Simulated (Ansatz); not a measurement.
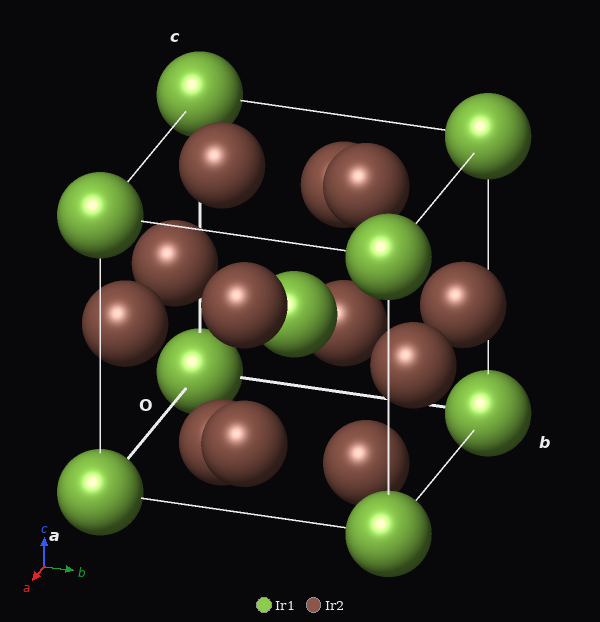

For Ir, coordinates from a relaxation with Ansatz, DFT, r2SCAN, plane waves (500 eV) with PAW, scalar-relativistic; the starting structure was generated, so it need not be a known form of this composition: one unit cell; atoms that symmetry makes equivalent share a colour (atoms on faces, edges and corners are repeated). Symmetry computed with spglib at a tolerance of 0.002 Å; standard conventional cell.

a = 4.909 Å, b = 4.909 Å, c = 4.909 Å, α = 90.00°, β = 90.00°, γ = 90.00°; space group Pm-3n, No. 223.

One atom of each site: Ir1 (0, 0, 0); Ir2 (1/4, 0, 1/2).

Give the multiplicity, Wyckoff letter and site symmetry of each site.

Answer.
```json
{"site": "Ir1", "Wyckoff": "2a", "symmetry": "m-3."}
{"site": "Ir2", "Wyckoff": "6c", "symmetry": "-4m.2"}
```

How many free positional parameters does the structure have?

Answer. 0: Ir1 0, Ir2 0.
